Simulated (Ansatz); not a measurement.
# W14S27: geometry relaxation (part 1 of 3)

- system: W14S27 (defect cell, 41 atoms in the cell)
- method: DFT LDA, scalar-relativistic, plane waves, PAW, no spin polarisation (Ansatz 0.2.0)

The structure derives from a Materials Project entry. It belongs to a series of runs on one base structure; here: S vacancy (site f), charge +0, atoms relaxed at the host's cell.

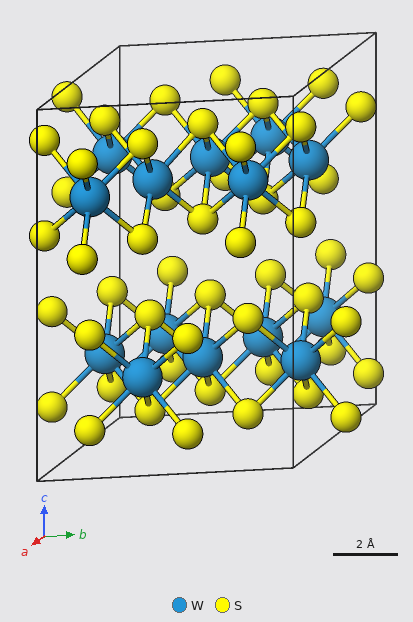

The structure as given in the input (ball-and-stick view of the cell of the calculation, seen slightly off an axis; bonded neighbours outside the cell are drawn too). Near neighbours in the crystal (not all of them lie inside the picture): W has 6 S at 2.39 Å; W has 5 S at 2.26 to 2.49 Å; S has 3 W at 2.26 to 2.49 Å.

## Input file
```yaml
crystal:
  lattice:
    - [-1.5633924863, -8.1236256951, 0.0]
    - [7.816962466, 2.7078752383, 0.0]
    - [0.0, 0.0, 12.162700499]
  atoms:
    - { symbol: W, position: [0.4761904762, 0.0952380952, 0.25] }
    - { symbol: W, position: [0.619047619, 0.5238095238, 0.25] }
    - { symbol: W, position: [0.1904761905, 0.2380952381, 0.25] }
    - { symbol: W, position: [0.7619047619, 0.9523809524, 0.25] }
    - { symbol: W, position: [0.3333333333, 0.6666666667, 0.25] }
    - { symbol: W, position: [0.9047619048, 0.380952381, 0.25] }
    - { symbol: W, position: [0.0476190476, 0.8095238095, 0.25] }
    - { symbol: W, position: [0.6646566257, 0.3431520714, 0.7423763627] }
    - { symbol: W, position: [0.8095238095, 0.7619047619, 0.75] }
    - { symbol: W, position: [0.380952381, 0.4761904762, 0.75] }
    - { symbol: W, position: [0.9523809524, 0.1904761905, 0.75] }
    - { symbol: W, position: [0.5236783776, 0.9067736404, 0.7500211701] }
    - { symbol: W, position: [0.0952380952, 0.619047619, 0.75] }
    - { symbol: W, position: [0.233155359, 0.0465667206, 0.7464477351] }
    - { symbol: S, position: [0.619047619, 0.5238095238, 0.6215753874] }
    - { symbol: S, position: [0.1904761905, 0.2380952381, 0.6215753874] }
    - { symbol: S, position: [0.7619047619, 0.9523809524, 0.6215753874] }
    - { symbol: S, position: [0.3333333333, 0.6666666667, 0.6215753874] }
    - { symbol: S, position: [0.9047619048, 0.380952381, 0.6215753874] }
    - { symbol: S, position: [0.0476190476, 0.8095238095, 0.6215753874] }
    - { symbol: S, position: [0.6666666667, 0.3333333333, 0.1215753874] }
    - { symbol: S, position: [0.8095238095, 0.7619047619, 0.1215753874] }
    - { symbol: S, position: [0.380952381, 0.4761904762, 0.1215753874] }
    - { symbol: S, position: [0.9523809524, 0.1904761905, 0.1215753874] }
    - { symbol: S, position: [0.5238095238, 0.9047619048, 0.1215753874] }
    - { symbol: S, position: [0.0952380952, 0.619047619, 0.1215753874] }
    - { symbol: S, position: [0.2380952381, 0.0476190476, 0.1215753874] }
    - { symbol: S, position: [0.4761904762, 0.0952380952, 0.8784246126] }
    - { symbol: S, position: [0.619047619, 0.5238095238, 0.8784246126] }
    - { symbol: S, position: [0.1904761905, 0.2380952381, 0.8784246126] }
    - { symbol: S, position: [0.7619047619, 0.9523809524, 0.8784246126] }
    - { symbol: S, position: [0.3333333333, 0.6666666667, 0.8784246126] }
    - { symbol: S, position: [0.9047619048, 0.380952381, 0.8784246126] }
    - { symbol: S, position: [0.0476190476, 0.8095238095, 0.8784246126] }
    - { symbol: S, position: [0.6666666667, 0.3333333333, 0.3784246126] }
    - { symbol: S, position: [0.8095238095, 0.7619047619, 0.3784246126] }
    - { symbol: S, position: [0.380952381, 0.4761904762, 0.3784246126] }
    - { symbol: S, position: [0.9523809524, 0.1904761905, 0.3784246126] }
    - { symbol: S, position: [0.5238095238, 0.9047619048, 0.3784246126] }
    - { symbol: S, position: [0.0952380952, 0.619047619, 0.3784246126] }
    - { symbol: S, position: [0.2380952381, 0.0476190476, 0.3784246126] }
  host:
    lattice:
      - [3.1267849874, 2.8e-09, 0.0]
      - [-1.5633924961, 2.7078752298, 0.0]
      - [0.0, 0.0, 12.162700499]
    atoms:
      - { symbol: W, position: [0.3333333333, 0.6666666667, 0.25] }
      - { symbol: W, position: [0.6666666667, 0.3333333333, 0.75] }
      - { symbol: S, position: [0.3333333333, 0.6666666667, 0.6215753874] }
      - { symbol: S, position: [0.6666666667, 0.3333333333, 0.1215753874] }
      - { symbol: S, position: [0.3333333333, 0.6666666667, 0.8784246126] }
      - { symbol: S, position: [0.6666666667, 0.3333333333, 0.3784246126] }
basis:
  ecutwfc: 420
  xc_grid: 2
kpoints:
  mp_grid: { grid: [2, 2, 2], shift: [0.0, 0.0, 0.0] }
hamiltonian:
  xc: lda
scf:
  occupations: { method: gaussian, width: 0.01 }
output:
  forces: true
  stress: false
  eigenvalues: true
  charged_corrections:
    defect_position: [0.47619048, 0.0952381, 0.62157539]
    epsilon: [[14.1494, 0.0, 0.0], [0.0, 14.1494, 0.0], [0.0, 0.0, 6.8105]]
  write_density: true
  write_potential: true
  elf: true
  volumetric_format: npy
relax:
  adjacent_minimum: "off"
  f_tol: 0.025
  max_steps: 45
```

Run on 4 threads of AMD EPYC (Zen 3), 189 GiB of memory available, shared host.

Command:
```bash
ansatz run input.yaml --threads 4 --pin off --max-ram 8192MiB --backend cpu --events-out ev --progress --plain --runs-dir out
```

## Log
```
Engine: ansatz 0.2.0, x86_64-unknown-linux-gnu
Pseudopotentials: kind: paw
Pseudopotential: W, paw, valence charge 14, recommended cutoff 420 eV (normal), W.paw.azcp
Pseudopotential: S, paw, valence charge 6, recommended cutoff 420 eV (normal), S.paw.azcp
Functional definition: SPW92
  exchange = slater_x
  correlation = pw_c
Crystal: 41 atoms, lattice volume = 720.866 Å³
Basis set: ecut = 420 eV, 14099 PW (Γ), exchange–correlation on 120×120×180 points (8 copies of the dense FFT grid, shifted against one another)
Bands: 220, of which v1, the nominal top of the filled ones, is band 179 counted from 1 (178 counted from 0)
Symmetry: 1 space group operations
Space group: P1 (ITA 1), of the structure as read, at distance tolerance 9.0e-5 Å
k-points: 8
Non-local potential: W, projectors of the file, l = 0: 3, l = 1: 2, l = 2: 2, l = 3: 1
Non-local potential: S, projectors of the file, l = 0: 2, l = 1: 2, l = 2: 2
PAW form: soft (Blöchl's): semilocal exchange-correlation on the pseudo side does not see the compensation charge
PAW frozen core: W, regenerated for the run's functional, and the local potential with it (the file was generated under x = pbe(κ = 0.804, μ = 0.2195149727645171), c = pbe(β = 0.06672455060314922))
PAW frozen core: S, regenerated for the run's functional, and the local potential with it (the file was generated under x = pbe(κ = 0.804, μ = 0.2195149727645171), c = pbe(β = 0.06672455060314922))
PAW one-centre angular grid: W, 590 points (default); XC on 64 Gauss nodes
PAW one-centre angular grid: S, 110 points (default); XC on 64 Gauss nodes
Initial density: superposition of atomic densities (neutral atoms: chi_scale 0, normalization atom), corrected by the library's trained network
Initial wavefunctions: pseudopotential atomic-orbital guess
Functional: x = slater, c = lda
SCF iter   1: F=—  HF=-165330.585774 eV  |F-HF|=—  |Δ(HF+E_count)|=         —  Δρ=9.92e-3  dr2=1.09e0  ethr=1.77e-3  ⟨swp⟩=7.0  Hψ=7151  notcnv=0  defer=32
preconditioner: auto → Resta (q_TF=auto, 2.428 Å⁻¹)  ε∞=7.8  [insulator: Δε(μ)=0.539 eV  Ē_g=8.317 eV  σ=0.010 eV  W_gap=1.00  n_scr=182 (ndim 8)  ℏωp=21.7 eV  f_vac=0.022  D(μ)=0.00/eV (n_scr^D=0)  ε∞_Penn≈7.8]
SCF iter   2: F=—  HF=-165330.413393 eV  |F-HF|=—  |Δ(HF+E_count)|=   1.72e-1  Δρ=4.21e-3  dr2=8.22e-2  ethr=3.05e-4  ⟨swp⟩=3.0  Hψ=2233  notcnv=0  defer=271
SCF iter   3: F=—  HF=-165330.404005 eV  |F-HF|=—  |Δ(HF+E_count)|=   9.39e-3  Δρ=2.30e-3  dr2=2.71e-2  ethr=2.30e-5  ⟨swp⟩=2.0  Hψ=2149  notcnv=0  defer=271
SCF iter   4: F=—  HF=-165330.400252 eV  |F-HF|=—  |Δ(HF+E_count)|=   3.75e-3  Δρ=4.12e-4  dr2=4.13e-3  ethr=7.57e-6  ⟨swp⟩=3.1  Hψ=2328  notcnv=0  defer=271
SCF iter   5: F=—  HF=-165330.400603 eV  |F-HF|=—  |Δ(HF+E_count)|=   3.51e-4  Δρ=2.66e-4  dr2=1.45e-3  ethr=1.15e-6  ⟨swp⟩=2.0  Hψ=2370  notcnv=0  defer=271
SCF iter   6: F=—  HF=-165330.400482 eV  |F-HF|=—  |Δ(HF+E_count)|=   1.21e-4  Δρ=9.45e-5  dr2=1.77e-4  ethr=4.06e-7  ⟨swp⟩=2.0  Hψ=2138  notcnv=0  defer=271
SCF iter   7: F=—  HF=-165330.400493 eV  |F-HF|=—  |Δ(HF+E_count)|=   1.07e-5  Δρ=7.83e-5  dr2=1.42e-4  ethr=4.95e-8  ⟨swp⟩=2.0  Hψ=2356  notcnv=0  defer=271
SCF iter   8: F=-165330.400481 eV  HF=-165330.400481 eV  |F-HF|=1.34e-8  |Δ(HF+E_count)|=   1.13e-5  Δρ=2.20e-5  dr2=7.48e-6  ethr=4.36e-9  ⟨swp⟩=17.1  Hψ=18392  notcnv=0
SCF 1 converged in 8 iterations: F = -165330.400481 eV  dr2 = 7.48e-6
  greatest PAW one-centre occupation: 1.000 electrons in one spin orbital (limit 2), on the W atom at site 11 (counted from 0), in its partial waves of l = 0
relax step   1: F+E_penalty+E_count = -165330.40048117 eV  Δ(F+E_penalty+E_count) = +0.000e0 eV  max|allowed force component| = 3.017e0 eV/Å  Δτ_max = 0.0000 Å  (8 SCF iters, dr2 threshold 1.56e-5 eV, accepted)
Initial density: handed on by an earlier stage of this run
Initial wavefunctions: those handed on with the density
iter 1 solved again at ethr=1.60e-4 eV; its pass at ethr=3.10e-3 eV (dr2=5.73e-1 eV) is discarded
SCF iter   1: F=—  HF=-165331.008520 eV  |F-HF|=—  |Δ(HF+E_count)|=         —  Δρ=6.84e-3  dr2=5.85e-1  ethr=1.60e-4  ⟨swp⟩=1.9  Hψ=5655  notcnv=0  defer=272
preconditioner: auto → Resta (q_TF=auto, 2.428 Å⁻¹)  ε∞=7.7  [insulator: Δε(μ)=0.564 eV  Ē_g=8.412 eV  σ=0.010 eV  W_gap=1.00  n_scr=182 (ndim 8)  ℏωp=21.7 eV  f_vac=0.017  D(μ)=0.00/eV (n_scr^D=0)  ε∞_Penn≈7.7]
SCF iter   2: F=—  HF=-165330.921164 eV  |F-HF|=—  |Δ(HF+E_count)|=   8.74e-2  Δρ=3.40e-3  dr2=7.77e-2  ethr=1.60e-4  ⟨swp⟩=4.4  Hψ=2346  notcnv=0  defer=273
SCF iter   3: F=—  HF=-165330.905907 eV  |F-HF|=—  |Δ(HF+E_count)|=   1.53e-2  Δρ=1.66e-3  dr2=2.23e-2  ethr=2.17e-5  ⟨swp⟩=3.1  Hψ=2755  notcnv=0  defer=273
SCF iter   4: F=—  HF=-165330.901347 eV  |F-HF|=—  |Δ(HF+E_count)|=   4.56e-3  Δρ=3.26e-4  dr2=1.20e-3  ethr=6.23e-6  ⟨swp⟩=3.5  Hψ=2529  notcnv=0  defer=275
SCF iter   5: F=—  HF=-165330.901229 eV  |F-HF|=—  |Δ(HF+E_count)|=   1.18e-4  Δρ=1.69e-4  dr2=6.43e-4  ethr=3.34e-7  ⟨swp⟩=3.0  Hψ=2453  notcnv=0  defer=272
SCF iter   6: F=-165330.901095 eV  HF=-165330.901154 eV  |F-HF|=5.92e-5  |Δ(HF+E_count)|=   7.40e-5  Δρ=6.66e-5  dr2=9.22e-5  ethr=2.79e-8  ⟨swp⟩=19.0  Hψ=18217  notcnv=0
SCF 2 converged in 6 iterations: F = -165330.901095 eV  dr2 = 9.22e-5
  greatest PAW one-centre occupation: 1.000 electrons in one spin orbital (limit 2), on the W atom at site 13 (counted from 0), in its partial waves of l = 0
relax step   2: F+E_penalty+E_count = -165330.90109528 eV  Δ(F+E_penalty+E_count) = -5.006e-1 eV  max|allowed force component| = 8.147e-1 eV/Å  Δτ_max = 0.1947 Å  (6 SCF iters, dr2 threshold 1.00e-4 eV, accepted)
SCF iter   1: F=—  HF=-165330.965581 eV  |F-HF|=—  |Δ(HF+E_count)|=         —  Δρ=2.16e-3  dr2=5.66e-2  ethr=1.89e-4  ⟨swp⟩=3.0  Hψ=3159  notcnv=0  defer=274
preconditioner: auto → Resta (q_TF=auto, 2.428 Å⁻¹)  ε∞=7.7  [insulator: Δε(μ)=0.624 eV  Ē_g=8.400 eV  σ=0.010 eV  W_gap=1.00  n_scr=182 (ndim 8)  ℏωp=21.7 eV  f_vac=0.017  D(μ)=0.00/eV (n_scr^D=0)  ε∞_Penn≈7.7]
SCF iter   2: F=—  HF=-165330.957013 eV  |F-HF|=—  |Δ(HF+E_count)|=   8.57e-3  Δρ=1.08e-3  dr2=7.83e-3  ethr=1.58e-5  ⟨swp⟩=3.0  Hψ=2471  notcnv=0  defer=277
SCF iter   3: F=—  HF=-165330.956009 eV  |F-HF|=—  |Δ(HF+E_count)|=   1.00e-3  Δρ=5.47e-4  dr2=2.43e-3  ethr=2.19e-6  ⟨swp⟩=2.0  Hψ=2343  notcnv=0  defer=277
SCF iter   4: F=—  HF=-165330.955493 eV  |F-HF|=—  |Δ(HF+E_count)|=   5.15e-4  Δρ=1.06e-4  dr2=1.48e-4  ethr=6.79e-7  ⟨swp⟩=2.0  Hψ=2443  notcnv=0  defer=277
SCF iter   5: F=—  HF=-165330.955476 eV  |F-HF|=—  |Δ(HF+E_count)|=   1.71e-5  Δρ=5.01e-5  dr2=4.33e-5  ethr=4.15e-8  ⟨swp⟩=2.0  Hψ=2260  notcnv=0  defer=277
SCF iter   6: F=-165330.955464 eV  HF=-165330.955471 eV  |F-HF|=7.28e-6  |Δ(HF+E_count)|=   5.14e-6  Δρ=2.04e-5  dr2=9.01e-6  ethr=1.16e-8  ⟨swp⟩=17.9  Hψ=18645  notcnv=0
SCF 3 converged in 6 iterations: F = -165330.955464 eV  dr2 = 9.01e-6
  greatest PAW one-centre occupation: 1.000 electrons in one spin orbital (limit 2), on the W atom at site 7 (counted from 0), in its partial waves of l = 0
relax step   3: F+E_penalty+E_count = -165330.95546380 eV  Δ(F+E_penalty+E_count) = -5.437e-2 eV  max|allowed force component| = 1.671e-1 eV/Å  Δτ_max = 0.0433 Å  (6 SCF iters, dr2 threshold 4.15e-5 eV, accepted)
SCF iter   1: F=—  HF=-165330.957641 eV  |F-HF|=—  |Δ(HF+E_count)|=         —  Δρ=4.56e-4  dr2=2.09e-3  ethr=6.95e-6  ⟨swp⟩=3.0  Hψ=3288  notcnv=0  defer=276
preconditioner: auto → Resta (q_TF=auto, 2.428 Å⁻¹)  ε∞=7.7  [insulator: Δε(μ)=0.607 eV  Ē_g=8.396 eV  σ=0.010 eV  W_gap=1.00  n_scr=182 (ndim 8)  ℏωp=21.7 eV  f_vac=0.017  D(μ)=0.00/eV (n_scr^D=0)  ε∞_Penn≈7.7]
SCF iter   2: F=—  HF=-165330.957305 eV  |F-HF|=—  |Δ(HF+E_count)|=   3.36e-4  Δρ=2.28e-4  dr2=3.19e-4  ethr=5.82e-7  ⟨swp⟩=2.1  Hψ=2395  notcnv=0  defer=275
SCF iter   3: F=—  HF=-165330.957847 eV  |F-HF|=—  |Δ(HF+E_count)|=   5.41e-4  Δρ=1.07e-4  dr2=9.62e-5  ethr=8.92e-8  ⟨swp⟩=2.0  Hψ=2370  notcnv=0  defer=275
SCF iter   4: F=—  HF=-165330.957828 eV  |F-HF|=—  |Δ(HF+E_count)|=   1.82e-5  Δρ=2.66e-5  dr2=1.17e-5  ethr=2.69e-8  ⟨swp⟩=2.0  Hψ=2269  notcnv=0  defer=275
SCF iter   5: F=-165330.957826 eV  HF=-165330.957827 eV  |F-HF|=1.31e-6  |Δ(HF+E_count)|=   1.36e-6  Δρ=1.05e-5  dr2=1.71e-6  ethr=4.88e-10  ⟨swp⟩=13.9  Hψ=15100  notcnv=0
SCF 4 converged in 5 iterations: F = -165330.957826 eV  dr2 = 1.71e-6
relax step   4: F+E_penalty+E_count = -165330.95782572 eV  Δ(F+E_penalty+E_count) = -2.362e-3 eV  max|allowed force component| = 2.211e-2 eV/Å  Δτ_max = 0.0110 Å  (5 SCF iters, dr2 threshold 1.75e-6 eV, accepted)
iter 1 solved again at ethr=4.78e-10 eV; its pass at ethr=3.10e-3 eV (dr2=1.71e-6 eV) is discarded
SCF iter   1: F=—  HF=-165330.957827 eV  |F-HF|=—  |Δ(HF+E_count)|=         —  Δρ=1.05e-5  dr2=1.71e-6  ethr=4.78e-10  ⟨swp⟩=1.0  Hψ=4112  notcnv=0
preconditioner: auto → Resta (q_TF=auto, 2.428 Å⁻¹)  ε∞=7.7  [insulator: Δε(μ)=0.610 eV  Ē_g=8.397 eV  σ=0.010 eV  W_gap=1.00  n_scr=182 (ndim 8)  ℏωp=21.7 eV  f_vac=0.017  D(μ)=0.00/eV (n_scr^D=0)  ε∞_Penn≈7.7]
SCF iter   2: F=—  HF=-165330.957827 eV  |F-HF|=—  |Δ(HF+E_count)|=   1.73e-7  Δρ=5.91e-6  dr2=5.04e-7  ethr=4.78e-10  ⟨swp⟩=2.0  Hψ=2161  notcnv=0
SCF iter   3: F=—  HF=-165330.957827 eV  |F-HF|=—  |Δ(HF+E_count)|=   5.33e-8  Δρ=3.59e-6  dr2=2.06e-7  ethr=1.41e-10  ⟨swp⟩=2.0  Hψ=2042  notcnv=0
SCF iter   4: F=-165330.957827 eV  HF=-165330.957827 eV  |F-HF|=2.39e-8  |Δ(HF+E_count)|=   3.95e-8  Δρ=9.93e-7  dr2=2.93e-8  ethr=2.79e-11  ⟨swp⟩=9.0  Hψ=10997  notcnv=0
SCF 5 converged in 4 iterations: F = -165330.957827 eV  dr2 = 2.93e-8
relax step   5: F+E_penalty+E_count = -165330.95782675 eV  Δ(F+E_penalty+E_count) = -1.024e-6 eV  max|allowed force component| = 2.205e-2 eV/Å  Δτ_max = 0.0000 Å  (4 SCF iters, accepted)
```

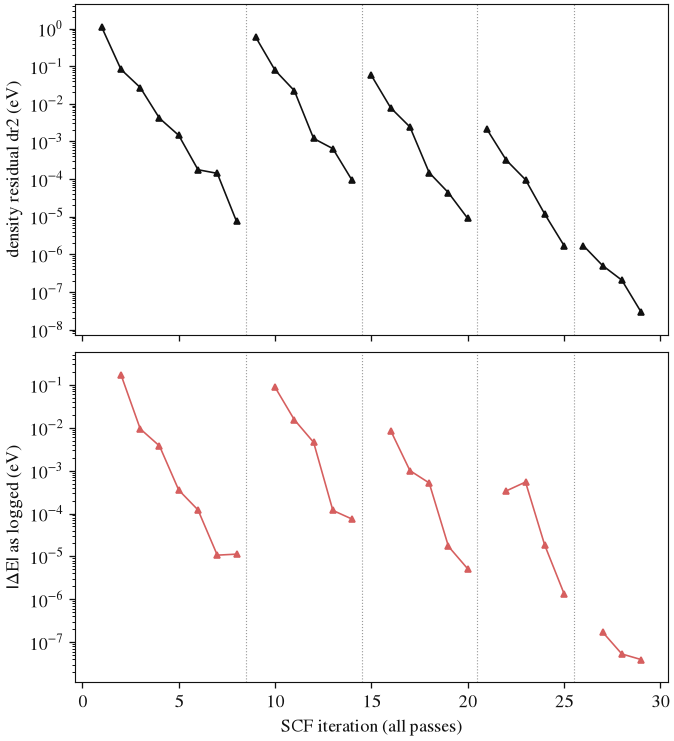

Convergence of the self-consistent field: density residual dr2 and size of the energy change against the SCF iteration. The dotted lines part the SCF passes of the relaxation: geometry steps, rejected trials and re-solves on a re-selected basis. The 5 passes take 4 to 8 iterations each, 29 in all.

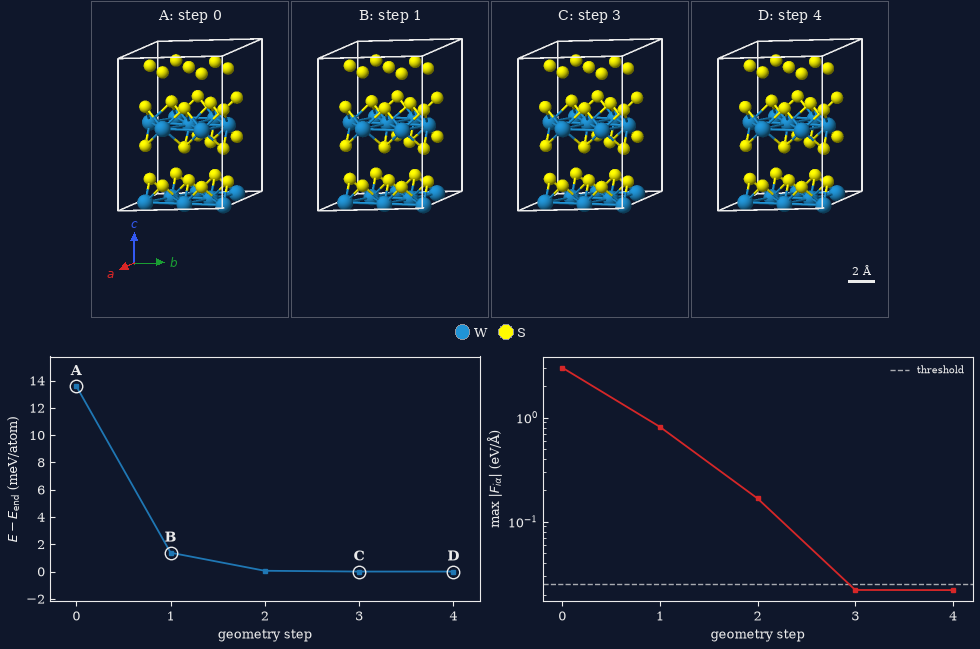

Frames of the relaxation (ball-and-stick view of the cell of the calculation (origin shifted), seen slightly off an axis) above the curves, on which the letters mark them (the first geometry is step 0 here and step 1 in the log).

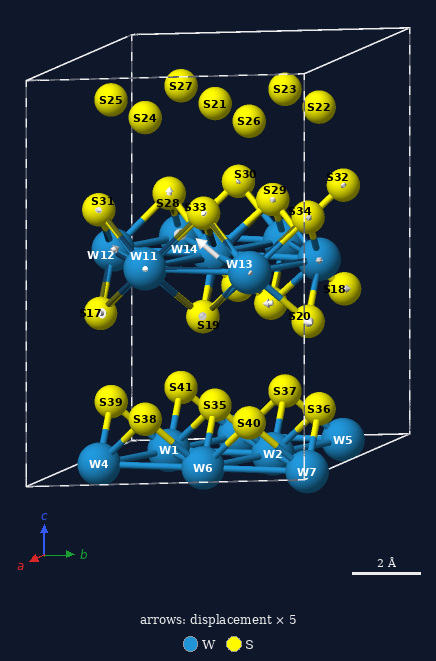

Start (faint) and end (solid) with the displacements as white arrows, magnified 5 times (ball-and-stick view of the cell of the calculation (origin shifted), seen slightly off an axis). The largest move is that of W8, 0.17 Å. By element the largest moves are W 0.17 Å, S 0.07 Å. The lattice vectors keep their values. Among the contacts that change: W8–W12 3.192 → 3.016 Å, W8–W14 3.163 → 3.016 Å, W8–W9 3.049 → 3.184 Å, W12–W14 3.146 → 3.016 Å. Among the angles that change: W8–S29–W9 79.5° → 83.8°, W8–S33–W13 79.9° → 83.9°, W9–S34–W14 80.5° → 83.8°. After 4 geometry steps the energy has fallen by 13.6 meV per atom. The largest force component goes from 3 to 0.022 eV/Å. (Atoms are counted from 1 in the order of the input.)

```
SCF converged after 4 iterations
Free energy (F): -165330.957827 eV
Harris-Foulkes:  -165330.957827 eV  (|F-HF|=2.39e-8)
Internal energy: -165330.957827 eV  (E = F + TS)
E sigma→0 (E₀):  -165330.957827 eV
Fermi energy:    12.027616 eV
--- Per-component energies (eV) ---
  E_band       = -2640.466679
  E_kinetic    = 9262.974154
  E_local      = -24372.816463  (includes V_loc(G=0)·N_el)
  E_nonlocal   = 884.915489
  E_hartree    = 9653.863529
  E_xc         = -6335.114044
  E_vxc        = -5746.864428  (∫ρ·V_xc dr)
  E_paw        = -131695.359135  (= ΣΔE_a)
  E_vpaw       = -1976.405867  (= ΣTr[D̂ρ^β])
  E_aug_tail   = -0.000905  (compensation charges beyond the density's cutoff)
  E_ewald      = -22737.520926
  E_core_change = 8.100474  (= ΣΔE_core)
  E_smearing   = -0.000000  (= −TS)
  E_closure    = -0.000000  (closes the sum)
  Σ components = -165330.957827   (vs F -165330.957827, Δ=0.00e0)
```
